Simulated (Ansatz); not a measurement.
Consider CoSn.

Input

```
crystal:
  lattice:
    - [5.2965850036, 0.0, 0.0]
    - [-2.6482925018, 4.5869771665, 0.0]
    - [0.0, 0.0, 4.2302876755]
  atoms:
    - { symbol: Co, position: [0.0, 0.5, 0.0] }
    - { symbol: Co, position: [0.5, 0.5, 0.0] }
    - { symbol: Co, position: [0.5, 0.0, 0.0] }
    - { symbol: Sn, position: [0.6666666667, 0.3333333333, 0.5] }
    - { symbol: Sn, position: [0.3333333333, 0.6666666667, 0.5] }
    - { symbol: Sn, position: [0.0, 0.0, 0.0] }
basis:
  ecutwfc: 420
kpoints:
  mp_grid: { grid: [12, 12, 8] }
  band_path:
    path:
      - [[0.0, 0.0, 0.0], [0.5, 0.0, 0.0], [0.33333333, 0.33333333, 0.0], [0.0, 0.0, 0.0], [0.0, 0.0, 0.5], [0.5, 0.0, 0.5], [0.33333333, 0.33333333, 0.5], [0.0, 0.0, 0.5]]
      - [[0.5, 0.0, 0.5], [0.5, 0.0, 0.0]]
      - [[0.33333333, 0.33333333, 0.5], [0.33333333, 0.33333333, 0.0]]
    npoints: 14
hamiltonian:
  xc: pbe
scf:
  occupations: { method: gaussian, width: 0.1 }
  n_extra_bands: 15
output:
  forces: true
  stress: true
  eigenvalues: true
  populations: true
  dos: { projected: true, de: 0.02, nscf_kmesh: { grid: [18, 18, 12] } }
  bader: true
  write_density: true
  write_potential: true
  elf: true
  volumetric_format: npy
```

Command:

```sh
ansatz run input.yaml --threads 2 --pin off --max-ram 5120MiB --backend cpu --events-out ev --progress --plain --runs-dir out
```

Below, planes, directions and counts refer to the conventional cell (a = 5.30 Å, b = 5.30 Å, c = 4.23 Å, α = 90.00°, β = 90.00°, γ = 120.00°).

Space group P6/mmm; a structure from a database of computed crystals, not necessarily the ambient phase; computed without spin polarisation.

Level of theory: DFT PBE, scalar-relativistic, plane waves, PAW in Ansatz 0.2.0.

**What will maps of the valence pseudo-density and electron localisation function show?**

Co–Sn (2.61 Å): ρ at the midpoint is about 0.35 e/Å³; the ELF is about 0.35 at the midpoint.
Co–Co (2.65 Å): ρ at the midpoint is about 0.3 e/Å³; the ELF is about 0.35 at the midpoint.
Bader's partition of the density gives Co −0.32 and Sn +0.28 to +0.39 e.

**What Bader charges does the calculation give?**

Electrons move from Sn towards Co. Bader charges: Co −0.32 and Sn +0.28 to +0.39 e.

**Does the calculation give a band gap?**

It is gapless in this calculation (a metal or semimetal).

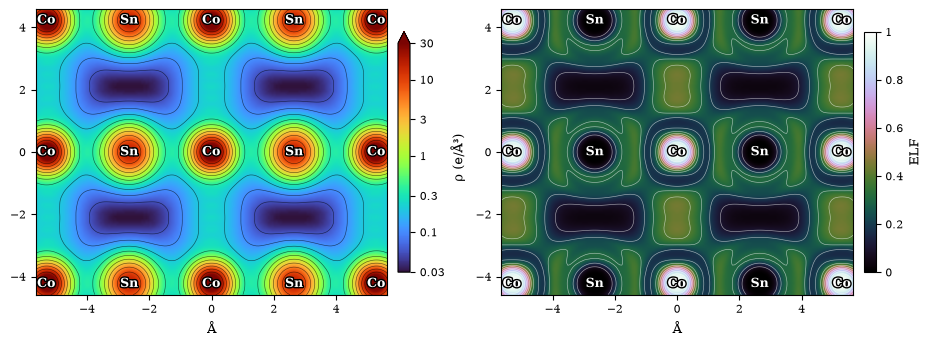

Computed valence pseudo-density and electron localisation function on the (100) plane of the conventional cell, in this order. 

The density is the valence pseudo-density of a PAW calculation; it isn't the true density close to the nuclei.
